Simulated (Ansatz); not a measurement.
**Run report: CoSi2, geometry relaxation (part 1 of 2)**

System: CoSi2 (slab, 12 atoms in the cell).
Method: DFT PBE, scalar-relativistic, plane waves, PAW, no spin polarisation (Ansatz 0.2.0).

The structure derives from a Materials Project entry. It belongs to a series of runs on one base structure; here: (1 1 1) slab, atoms relaxed.

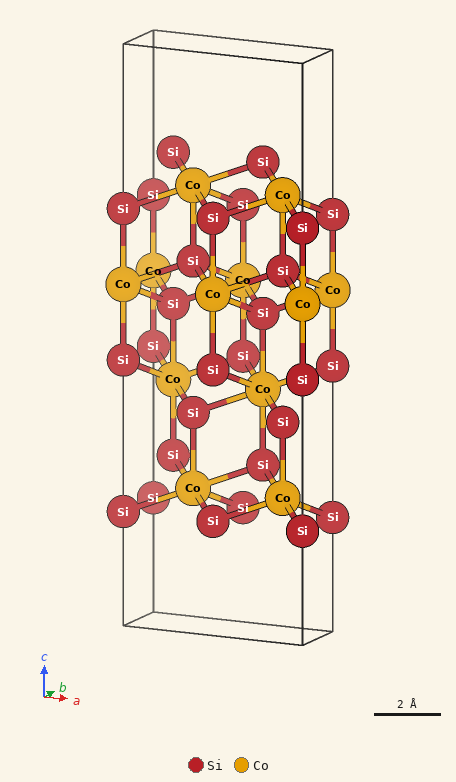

Figure 1. The starting structure (ball-and-stick view of the 2 × 1 repeat of the cell, with the vacuum cut short, seen slightly off an axis). Near neighbours in the crystal (not all of them lie inside the picture): Si has 3 Co at 2.32 Å; Co has 7 Si at 2.32 Å; Si has 4 Co at 2.32 Å; Co has 8 Si at 2.32 Å.

## Results in brief

| quantity | value |
| --- | --- |
| outcome | converged |
| electrons treated | 100 |
| free energy | −25594.4402 eV |
| work function, top face | 5.01 eV |
| work function, bottom face | 5.01 eV |
| Fermi energy | 3.539 eV |
| gap on the k-point mesh | none (metallic) |
| final volume | 321.29 Å³ |
| work function (upper face) | 5.01 eV |
| largest force (length of the vector) at the end | 0.006 eV/Å |
| hardware | 4 threads of Arm Neoverse V2, 128 GiB of memory available, shared host |
| wall time | 47 s (CPU time 2.9 min) |
| peak memory | 0.82 GiB |

## Remarks

The program warns: the exchange-correlation potential is rough where the density is thin. The run has no spin polarisation, so a magnetic state may lie lower.

## The input
```yaml
crystal:
  lattice:
    - [3.7897960487, 0.0, 0.0]
    - [-1.8948980243, 3.2820596533, 0.0]
    - [0.0, 0.0, 25.8302443066]
  atoms:
    - { symbol: Si, position: [0.0, 0.0, 0.2903573002] }
    - { symbol: Co, position: [0.6666666667, 0.3333333333, 0.3203062573] }
    - { symbol: Si, position: [0.3333333333, 0.6666666667, 0.3502552144] }
    - { symbol: Si, position: [0.6666666667, 0.3333333333, 0.4101531287] }
    - { symbol: Co, position: [0.3333333333, 0.6666666667, 0.4401020858] }
    - { symbol: Si, position: [0.0, 0.0, 0.4700510429] }
    - { symbol: Si, position: [0.3333333333, 0.6666666667, 0.5299489571] }
    - { symbol: Co, position: [0.0, 0.0, 0.5598979142] }
    - { symbol: Si, position: [0.6666666667, 0.3333333333, 0.5898468713] }
    - { symbol: Si, position: [0.0, 0.0, 0.6497447856] }
    - { symbol: Co, position: [0.6666666667, 0.3333333333, 0.6796937427] }
    - { symbol: Si, position: [0.3333333333, 0.6666666667, 0.7096426998] }
basis:
  ecutwfc: 420
kpoints:
  mp_grid: { grid: [9, 9, 1] }
hamiltonian:
  xc: pbe
scf:
  occupations: { method: gaussian, width: 0.1 }
output:
  forces: true
  eigenvalues: true
  write_density: true
  write_potential: true
  elf: true
  volumetric_format: npy
relax:
  adjacent_minimum: "off"
  f_tol: 0.02
  max_steps: 60
efield:
  axis: 3
  dipole_correction: true
  ramp_width: 0.04
```

Command:
```bash
ansatz run input.yaml --threads 4 --pin off --max-ram 8192MiB --backend cpu --events-out ev --progress --plain --runs-dir out
```

## The program's output
```
Engine: ansatz 0.2.0, aarch64-unknown-linux-gnu
Pseudopotentials: kind: paw
Pseudopotential: Si, paw, valence charge 4, recommended cutoff 420 eV (normal), Si.paw.azcp
Pseudopotential: Co, paw, valence charge 17, recommended cutoff 420 eV (normal), Co.paw.azcp
Functional definition: PBE
  parameter kappa = 0.804
  parameter beta = 0.06672455060314922
  exchange = pbe_x(kappa = kappa, mu = beta*pi^2/3)
  correlation = pbe_c(beta = beta)
Crystal: 12 atoms, lattice volume = 321.285 Å³
Basis set: ecut = 420 eV, 6291 PW (Γ), exchange–correlation on 54×54×360 points (8 copies of the dense FFT grid, shifted against one another)
Bands: 62, of which v1, the nominal top of the filled ones, is band 50 counted from 1 (49 counted from 0)
Symmetry: 6 space group operations
k-points: 12 of 81 (time reversal used)
Non-local potential: Si, projectors of the file, l = 0: 2, l = 1: 2, l = 2: 2
Non-local potential: Co, projectors of the file, l = 0: 3, l = 1: 2, l = 2: 3, l = 3: 1
PAW form: soft (Blöchl's): semilocal exchange-correlation on the pseudo side does not see the compensation charge
PAW one-centre angular grid: Si, 110 points (default); XC on 64 Gauss nodes
PAW one-centre angular grid: Co, 590 points (default); XC on 64 Gauss nodes
Initial density: superposition of atomic densities (neutral atoms: chi_scale 0, normalization atom), corrected by the library's trained network
Initial wavefunctions: pseudopotential atomic-orbital guess
Functional: x = pbe(κ = 0.804, μ = 0.2195149727645171), c = pbe(β = 0.06672455060314922)
SCF iter   1: F=—  HF=-25594.385125 eV  |F-HF|=—  |Δ(HF+E_count)|=         —  Δρ=6.16e-3  dr2=5.55e-1  ethr=1.77e-3  p=0.000 e·Å  D=2.74e-14 V/Å  ΔV_dip=-0.00 eV  dr2_dipole=3.10e-8  V_vac-E_F(+/−)=4.75/4.75 eV  ⟨swp⟩=10.8  Hψ=4100  notcnv=0  defer=10
efield: sawtooth ramp at fractional position 0.9800 (placed from the atoms, in the widest stretch of the axis that holds none; the zero of the levels goes with the place), width 0.0400; the density the first Hamiltonian is built on has a dipole p = 0.000 e·Å; the dipole correction subtracts the counter field D = 2.74e-14 V/Å, which shifts the + side's vacuum level by -0.00 eV against the − side's; the planar-averaged density in the ramp window peaks in size at 9.1e-6 e/Å³
preconditioner: auto → LDOS  [metal: Δε(μ)=0.039 eV  Ē_g=6.532 eV  σ=0.100 eV  W_gap=0.22  n_scr=72 (ndim 8)  ℏωp=17.1 eV  f_vac=0.457  D(μ)=7.70/eV (n_scr^D=58)  β→1.0]
SCF iter   2: F=—  HF=-25594.361420 eV  |F-HF|=—  |Δ(HF+E_count)|=   2.37e-2  Δρ=3.62e-3  dr2=4.70e-2  ethr=5.55e-4  p=-0.000 e·Å  D=-1.12e-5 V/Å  ΔV_dip=0.00 eV  dr2_dipole=8.12e-8  V_vac-E_F(+/−)=4.89/4.89 eV  ⟨swp⟩=2.2  Hψ=1011  notcnv=0  defer=62
SCF iter   3: F=—  HF=-25594.364014 eV  |F-HF|=—  |Δ(HF+E_count)|=   2.59e-3  Δρ=3.19e-3  dr2=2.06e-2  ethr=4.70e-5  p=0.000 e·Å  D=1.92e-6 V/Å  ΔV_dip=-0.00 eV  dr2_dipole=1.37e-11  V_vac-E_F(+/−)=4.91/4.91 eV  ⟨swp⟩=2.8  Hψ=1347  notcnv=0  defer=62
SCF iter   4: F=—  HF=-25594.362596 eV  |F-HF|=—  |Δ(HF+E_count)|=   1.42e-3  Δρ=1.38e-3  dr2=4.40e-3  ethr=2.06e-5  p=0.000 e·Å  D=9.83e-7 V/Å  ΔV_dip=-0.00 eV  dr2_dipole=9.29e-12  V_vac-E_F(+/−)=4.92/4.92 eV  ⟨swp⟩=2.2  Hψ=1067  notcnv=0  defer=62
SCF iter   5: F=—  HF=-25594.362414 eV  |F-HF|=—  |Δ(HF+E_count)|=   1.83e-4  Δρ=4.14e-4  dr2=3.89e-4  ethr=4.40e-6  p=0.000 e·Å  D=7.60e-7 V/Å  ΔV_dip=-0.00 eV  dr2_dipole=3.75e-11  V_vac-E_F(+/−)=4.92/4.92 eV  ⟨swp⟩=2.0  Hψ=905  notcnv=0  defer=53
SCF iter   6: F=—  HF=-25594.362422 eV  |F-HF|=—  |Δ(HF+E_count)|=   8.15e-6  Δρ=1.05e-4  dr2=3.10e-5  ethr=3.89e-7  p=0.000 e·Å  D=1.70e-7 V/Å  ΔV_dip=-0.00 eV  dr2_dipole=4.43e-10  V_vac-E_F(+/−)=4.92/4.92 eV  ⟨swp⟩=2.1  Hψ=1020  notcnv=0  defer=53
SCF iter   7: F=-25594.362425 eV  HF=-25594.362425 eV  |F-HF|=2.78e-7  |Δ(HF+E_count)|=   3.53e-6  Δρ=2.49e-5  dr2=4.37e-6  ethr=1.00e-8  p=0.000 e·Å  D=1.16e-7 V/Å  ΔV_dip=-0.00 eV  dr2_dipole=9.82e-11  V_vac-E_F(+/−)=4.92/4.92 eV  ⟨swp⟩=24.8  Hψ=8726  notcnv=0
SCF 1 converged in 7 iterations: F = -25594.362425 eV  dr2 = 4.37e-6
  greatest PAW one-centre occupation: 1.000 electrons in one spin orbital (limit 2), on the Co atom at site 7 (counted from 0), in its partial waves of l = 0
relax step   1: F+E_penalty+E_count = -25594.36242508 eV  Δ(F+E_penalty+E_count) = +0.000e0 eV  max|allowed force component| = 6.203e-1 eV/Å  Δτ_max = 0.0000 Å  (7 SCF iters, dr2 threshold 1.00e-5 eV, accepted)
Initial density: handed on by an earlier stage of this run
Initial wavefunctions: those handed on with the density
iter 1 solved again at ethr=4.78e-5 eV; its pass at ethr=3.10e-3 eV (dr2=4.78e-2 eV) is discarded
SCF iter   1: F=—  HF=-25594.423989 eV  |F-HF|=—  |Δ(HF+E_count)|=         —  Δρ=2.21e-3  dr2=4.88e-2  ethr=4.78e-5  p=0.000 e·Å  D=1.16e-7 V/Å  ΔV_dip=-0.00 eV  dr2_dipole=1.56e-10  V_vac-E_F(+/−)=4.94/4.94 eV  ⟨swp⟩=2.0  Hψ=2270  notcnv=0  defer=69
efield: sawtooth ramp at fractional position 0.9800 (handed on by an earlier solve), width 0.0400; the density the first Hamiltonian is built on has a dipole p = 0.000 e·Å; the dipole correction subtracts the counter field D = 1.16e-7 V/Å, which shifts the + side's vacuum level by -0.00 eV against the − side's; the planar-averaged density in the ramp window peaks in size at 3.4e-6 e/Å³
preconditioner: auto → LDOS  [metal: Δε(μ)=0.028 eV  Ē_g=6.605 eV  σ=0.100 eV  W_gap=0.15  n_scr=72 (ndim 8)  ℏωp=17.1 eV  f_vac=0.463  D(μ)=7.69/eV (n_scr^D=58)  β→1.0]
SCF iter   2: F=—  HF=-25594.421719 eV  |F-HF|=—  |Δ(HF+E_count)|=   2.27e-3  Δρ=1.24e-3  dr2=5.09e-3  ethr=4.78e-5  p=0.000 e·Å  D=5.82e-8 V/Å  ΔV_dip=-0.00 eV  dr2_dipole=6.74e-11  V_vac-E_F(+/−)=4.97/4.97 eV  ⟨swp⟩=1.8  Hψ=908  notcnv=0  defer=69
SCF iter   3: F=—  HF=-25594.422259 eV  |F-HF|=—  |Δ(HF+E_count)|=   5.40e-4  Δρ=1.29e-3  dr2=3.65e-3  ethr=5.09e-6  p=-0.000 e·Å  D=-1.79e-8 V/Å  ΔV_dip=0.00 eV  dr2_dipole=8.06e-12  V_vac-E_F(+/−)=4.99/4.99 eV  ⟨swp⟩=2.0  Hψ=1051  notcnv=0  defer=69
SCF iter   4: F=—  HF=-25594.421808 eV  |F-HF|=—  |Δ(HF+E_count)|=   4.51e-4  Δρ=4.87e-4  dr2=8.06e-4  ethr=3.65e-6  p=0.000 e·Å  D=1.36e-8 V/Å  ΔV_dip=-0.00 eV  dr2_dipole=3.44e-13  V_vac-E_F(+/−)=4.99/4.99 eV  ⟨swp⟩=2.2  Hψ=1137  notcnv=0  defer=69
SCF iter   5: F=-25594.421819 eV  HF=-25594.421811 eV  |F-HF|=8.21e-6  |Δ(HF+E_count)|=   3.11e-6  Δρ=5.29e-5  dr2=1.73e-5  ethr=2.40e-8  p=0.000 e·Å  D=1.89e-8 V/Å  ΔV_dip=-0.00 eV  dr2_dipole=1.99e-13  V_vac-E_F(+/−)=4.99/4.99 eV  ⟨swp⟩=24.8  Hψ=8994  notcnv=0
SCF 2 converged in 5 iterations: F = -25594.421819 eV  dr2 = 1.73e-5
relax step   2: F+E_penalty+E_count = -25594.42181939 eV  Δ(F+E_penalty+E_count) = -5.939e-2 eV  max|allowed force component| = 2.726e-1 eV/Å  Δτ_max = 0.0647 Å  (5 SCF iters, dr2 threshold 2.40e-5 eV, accepted)
SCF iter   1: F=—  HF=-25594.443931 eV  |F-HF|=—  |Δ(HF+E_count)|=         —  Δρ=1.74e-3  dr2=1.50e-2  ethr=5.29e-4  p=0.000 e·Å  D=1.89e-8 V/Å  ΔV_dip=-0.00 eV  dr2_dipole=3.66e-12  V_vac-E_F(+/−)=4.99/4.99 eV  ⟨swp⟩=3.1  Hψ=1482  notcnv=0  defer=71
efield: sawtooth ramp at fractional position 0.9800 (handed on by an earlier solve), width 0.0400; the density the first Hamiltonian is built on has a dipole p = 0.000 e·Å; the dipole correction subtracts the counter field D = 1.89e-8 V/Å, which shifts the + side's vacuum level by -0.00 eV against the − side's; the planar-averaged density in the ramp window peaks in size at 2.6e-6 e/Å³
preconditioner: auto → LDOS  [metal: Δε(μ)=0.023 eV  Ē_g=6.659 eV  σ=0.100 eV  W_gap=0.13  n_scr=72 (ndim 8)  ℏωp=17.1 eV  f_vac=0.467  D(μ)=7.50/eV (n_scr^D=58)  β→1.0]
SCF iter   2: F=—  HF=-25594.440820 eV  |F-HF|=—  |Δ(HF+E_count)|=   3.11e-3  Δρ=1.48e-3  dr2=7.94e-3  ethr=1.50e-5  p=0.000 e·Å  D=4.08e-8 V/Å  ΔV_dip=-0.00 eV  dr2_dipole=3.19e-10  V_vac-E_F(+/−)=5.00/5.00 eV  ⟨swp⟩=3.1  Hψ=1595  notcnv=0  defer=71
SCF iter   3: F=—  HF=-25594.439285 eV  |F-HF|=—  |Δ(HF+E_count)|=   1.54e-3  Δρ=6.82e-4  dr2=9.22e-4  ethr=7.94e-6  p=0.000 e·Å  D=1.34e-7 V/Å  ΔV_dip=-0.00 eV  dr2_dipole=1.55e-11  V_vac-E_F(+/−)=5.01/5.01 eV  ⟨swp⟩=2.0  Hψ=1065  notcnv=0  defer=71
SCF iter   4: F=—  HF=-25594.439315 eV  |F-HF|=—  |Δ(HF+E_count)|=   3.01e-5  Δρ=4.32e-4  dr2=4.76e-4  ethr=9.22e-7  p=-0.000 e·Å  D=-1.85e-8 V/Å  ΔV_dip=0.00 eV  dr2_dipole=3.05e-11  V_vac-E_F(+/−)=5.01/5.01 eV  ⟨swp⟩=3.8  Hψ=1662  notcnv=0  defer=71
SCF iter   5: F=—  HF=-25594.439313 eV  |F-HF|=—  |Δ(HF+E_count)|=   1.82e-6  Δρ=3.16e-4  dr2=2.39e-4  ethr=4.76e-7  p=-0.000 e·Å  D=-1.96e-8 V/Å  ΔV_dip=0.00 eV  dr2_dipole=2.03e-12  V_vac-E_F(+/−)=5.02/5.02 eV  ⟨swp⟩=1.0  Hψ=673  notcnv=0  defer=71
SCF iter   6: F=—  HF=-25594.439300 eV  |F-HF|=—  |Δ(HF+E_count)|=   1.28e-5  Δρ=4.94e-5  dr2=5.81e-6  ethr=2.39e-7  p=-0.000 e·Å  D=-1.79e-8 V/Å  ΔV_dip=0.00 eV  dr2_dipole=3.12e-14  V_vac-E_F(+/−)=5.02/5.02 eV  ⟨swp⟩=2.0  Hψ=871  notcnv=0  defer=71
SCF iter   7: F=-25594.439303 eV  HF=-25594.439303 eV  |F-HF|=2.55e-7  |Δ(HF+E_count)|=   2.55e-6  Δρ=1.81e-5  dr2=7.53e-7  ethr=4.64e-9  p=-0.000 e·Å  D=-1.33e-8 V/Å  ΔV_dip=0.00 eV  dr2_dipole=3.60e-14  V_vac-E_F(+/−)=5.02/5.02 eV  ⟨swp⟩=24.8  Hψ=8553  notcnv=0
SCF 3 converged in 7 iterations: F = -25594.439303 eV  dr2 = 7.53e-7
  greatest PAW one-centre occupation: 1.000 electrons in one spin orbital (limit 2), on the Co atom at site 4 (counted from 0), in its partial waves of l = 0
relax step   3: F+E_penalty+E_count = -25594.43930292 eV  Δ(F+E_penalty+E_count) = -1.748e-2 eV  max|allowed force component| = 4.950e-2 eV/Å  Δτ_max = 0.0644 Å  (7 SCF iters, dr2 threshold 4.64e-6 eV, accepted)
SCF iter   1: F=—  HF=-25594.440297 eV  |F-HF|=—  |Δ(HF+E_count)|=         —  Δρ=6.08e-4  dr2=2.23e-3  ethr=7.36e-6  p=-0.000 e·Å  D=-1.33e-8 V/Å  ΔV_dip=0.00 eV  dr2_dipole=7.87e-13  V_vac-E_F(+/−)=5.01/5.01 eV  ⟨swp⟩=3.1  Hψ=1733  notcnv=0  defer=71
efield: sawtooth ramp at fractional position 0.9800 (handed on by an earlier solve), width 0.0400; the density the first Hamiltonian is built on has a dipole p = -0.000 e·Å; the dipole correction subtracts the counter field D = -1.33e-8 V/Å, which shifts the + side's vacuum level by +0.00 eV against the − side's; the planar-averaged density in the ramp window peaks in size at 2.3e-6 e/Å³
preconditioner: auto → LDOS  [metal: Δε(μ)=0.042 eV  Ē_g=6.642 eV  σ=0.100 eV  W_gap=0.23  n_scr=72 (ndim 8)  ℏωp=17.1 eV  f_vac=0.467  D(μ)=7.17/eV (n_scr^D=46)  β→1.0]
SCF iter   2: F=—  HF=-25594.440141 eV  |F-HF|=—  |Δ(HF+E_count)|=   1.56e-4  Δρ=4.68e-4  dr2=7.51e-4  ethr=2.23e-6  p=0.000 e·Å  D=8.43e-8 V/Å  ΔV_dip=-0.00 eV  dr2_dipole=1.60e-12  V_vac-E_F(+/−)=5.01/5.01 eV  ⟨swp⟩=2.0  Hψ=1265  notcnv=0  defer=71
SCF iter   3: F=—  HF=-25594.439996 eV  |F-HF|=—  |Δ(HF+E_count)|=   1.45e-4  Δρ=3.69e-4  dr2=3.56e-4  ethr=7.51e-7  p=0.000 e·Å  D=2.32e-8 V/Å  ΔV_dip=-0.00 eV  dr2_dipole=2.07e-12  V_vac-E_F(+/−)=5.01/5.01 eV  ⟨swp⟩=2.4  Hψ=1270  notcnv=0  defer=71
SCF iter   4: F=—  HF=-25594.439974 eV  |F-HF|=—  |Δ(HF+E_count)|=   2.24e-5  Δρ=4.74e-5  dr2=2.70e-5  ethr=3.56e-7  p=0.000 e·Å  D=3.52e-8 V/Å  ΔV_dip=-0.00 eV  dr2_dipole=3.13e-13  V_vac-E_F(+/−)=5.01/5.01 eV  ⟨swp⟩=2.2  Hψ=933  notcnv=0  defer=71
SCF iter   5: F=—  HF=-25594.439966 eV  |F-HF|=—  |Δ(HF+E_count)|=   8.57e-6  Δρ=2.10e-5  dr2=5.35e-6  ethr=2.70e-8  p=0.000 e·Å  D=3.44e-8 V/Å  ΔV_dip=-0.00 eV  dr2_dipole=1.46e-11  V_vac-E_F(+/−)=5.01/5.01 eV  ⟨swp⟩=2.1  Hψ=1078  notcnv=0  defer=71
SCF iter   6: F=—  HF=-25594.439967 eV  |F-HF|=—  |Δ(HF+E_count)|=   1.65e-6  Δρ=1.45e-5  dr2=4.24e-7  ethr=5.35e-9  p=0.000 e·Å  D=2.11e-9 V/Å  ΔV_dip=-0.00 eV  dr2_dipole=3.37e-12  V_vac-E_F(+/−)=5.01/5.01 eV  ⟨swp⟩=2.3  Hψ=1021  notcnv=0  defer=71
SCF iter   7: F=-25594.439967 eV  HF=-25594.439967 eV  |F-HF|=1.88e-8  |Δ(HF+E_count)|=   2.81e-7  Δρ=3.66e-6  dr2=3.27e-8  ethr=1.00e-10  p=-0.000 e·Å  D=-2.43e-9 V/Å  ΔV_dip=0.00 eV  dr2_dipole=4.26e-14  V_vac-E_F(+/−)=5.01/5.01 eV  ⟨swp⟩=20.9  Hψ=6826  notcnv=0
SCF 4 converged in 7 iterations: F = -25594.439967 eV  dr2 = 3.27e-8
relax step   4: F+E_penalty+E_count = -25594.43996748 eV  Δ(F+E_penalty+E_count) = -6.646e-4 eV  max|allowed force component| = 3.206e-2 eV/Å  Δτ_max = 0.0082 Å  (7 SCF iters, accepted)
SCF iter   1: F=—  HF=-25594.440324 eV  |F-HF|=—  |Δ(HF+E_count)|=         —  Δρ=3.90e-4  dr2=1.85e-3  ethr=3.98e-6  p=-0.000 e·Å  D=-2.43e-9 V/Å  ΔV_dip=0.00 eV  dr2_dipole=3.07e-13  V_vac-E_F(+/−)=5.01/5.01 eV  ⟨swp⟩=2.4  Hψ=1371  notcnv=0  defer=15
efield: sawtooth ramp at fractional position 0.9800 (handed on by an earlier solve), width 0.0400; the density the first Hamiltonian is built on has a dipole p = -0.000 e·Å; the dipole correction subtracts the counter field D = -2.43e-9 V/Å, which shifts the + side's vacuum level by +0.00 eV against the − side's; the planar-averaged density in the ramp window peaks in size at 2.0e-6 e/Å³
preconditioner: auto → LDOS  [metal: Δε(μ)=0.030 eV  Ē_g=6.643 eV  σ=0.100 eV  W_gap=0.16  n_scr=72 (ndim 8)  ℏωp=17.1 eV  f_vac=0.467  D(μ)=7.24/eV (n_scr^D=46)  β→1.0]
SCF iter   2: F=—  HF=-25594.440202 eV  |F-HF|=—  |Δ(HF+E_count)|=   1.22e-4  Δρ=1.82e-4  dr2=2.51e-4  ethr=1.85e-6  p=0.000 e·Å  D=8.33e-8 V/Å  ΔV_dip=-0.00 eV  dr2_dipole=1.05e-13  V_vac-E_F(+/−)=5.01/5.01 eV  ⟨swp⟩=2.0  Hψ=1199  notcnv=0  defer=13
SCF iter   3: F=—  HF=-25594.440190 eV  |F-HF|=—  |Δ(HF+E_count)|=   1.13e-5  Δρ=2.08e-4  dr2=1.48e-4  ethr=2.51e-7  p=0.000 e·Å  D=6.44e-8 V/Å  ΔV_dip=-0.00 eV  dr2_dipole=7.66e-13  V_vac-E_F(+/−)=5.01/5.01 eV  ⟨swp⟩=2.2  Hψ=1130  notcnv=0  defer=13
SCF iter   4: F=—  HF=-25594.440169 eV  |F-HF|=—  |Δ(HF+E_count)|=   2.09e-5  Δρ=1.01e-4  dr2=2.16e-5  ethr=1.48e-7  p=0.000 e·Å  D=5.60e-8 V/Å  ΔV_dip=-0.00 eV  dr2_dipole=1.87e-13  V_vac-E_F(+/−)=5.01/5.01 eV  ⟨swp⟩=2.2  Hψ=1028  notcnv=0  defer=13
SCF iter   5: F=—  HF=-25594.440148 eV  |F-HF|=—  |Δ(HF+E_count)|=   2.15e-5  Δρ=1.47e-5  dr2=9.24e-7  ethr=2.16e-8  p=0.000 e·Å  D=4.18e-8 V/Å  ΔV_dip=-0.00 eV  dr2_dipole=1.08e-12  V_vac-E_F(+/−)=5.01/5.01 eV  ⟨swp⟩=2.0  Hψ=1044  notcnv=0  defer=13
SCF iter   6: F=—  HF=-25594.440150 eV  |F-HF|=—  |Δ(HF+E_count)|=   2.44e-6  Δρ=7.34e-6  dr2=1.35e-7  ethr=9.24e-10  p=0.000 e·Å  D=2.32e-8 V/Å  ΔV_dip=-0.00 eV  dr2_dipole=6.48e-16  V_vac-E_F(+/−)=5.01/5.01 eV  ⟨swp⟩=2.6  Hψ=1089  notcnv=0  defer=13
SCF iter   7: F=-25594.440151 eV  HF=-25594.440151 eV  |F-HF|=2.26e-9  |Δ(HF+E_count)|=   2.86e-7  Δρ=2.70e-6  dr2=2.20e-8  ethr=1.00e-10  p=0.000 e·Å  D=1.33e-8 V/Å  ΔV_dip=-0.00 eV  dr2_dipole=3.17e-13  V_vac-E_F(+/−)=5.01/5.01 eV  ⟨swp⟩=18.0  Hψ=6279  notcnv=0
SCF 5 converged in 7 iterations: F = -25594.440151 eV  dr2 = 2.20e-8
relax step   5: F+E_penalty+E_count = -25594.44015068 eV  Δ(F+E_penalty+E_count) = -1.832e-4 eV  max|allowed force component| = 5.604e-3 eV/Å  Δτ_max = 0.0042 Å  (7 SCF iters, accepted)
```

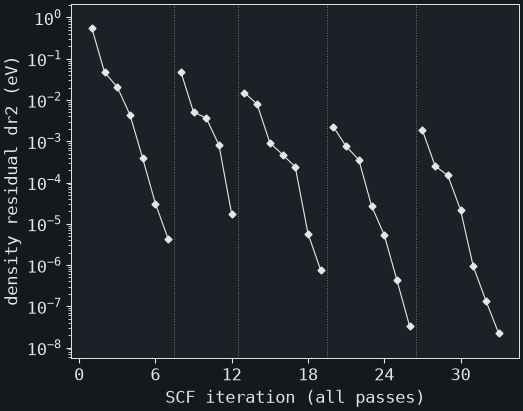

Figure 2. Convergence of the self-consistent field: density residual dr2 against the SCF iteration. The dotted lines part the SCF passes of the relaxation: geometry steps, rejected trials and re-solves on a re-selected basis. The 5 passes take 5 to 7 iterations each, 33 in all.

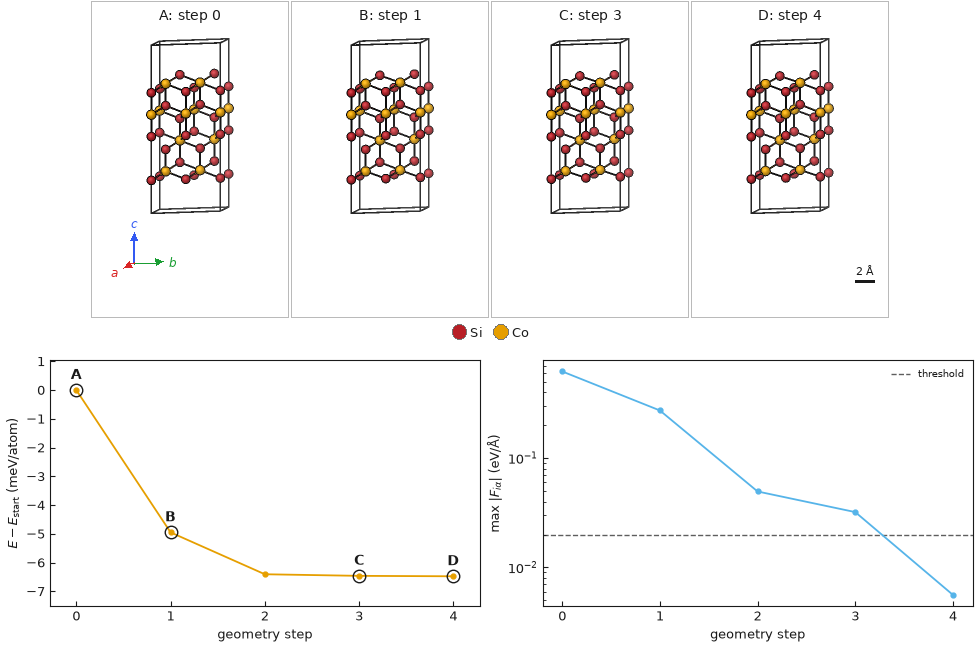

Figure 3. Frames of the relaxation (ball-and-stick view of the 1 × 2 repeat of the cell, with the vacuum cut short, seen slightly off an axis) above the curves, on which the letters mark them (the first geometry is step 0 here and step 1 in the log).
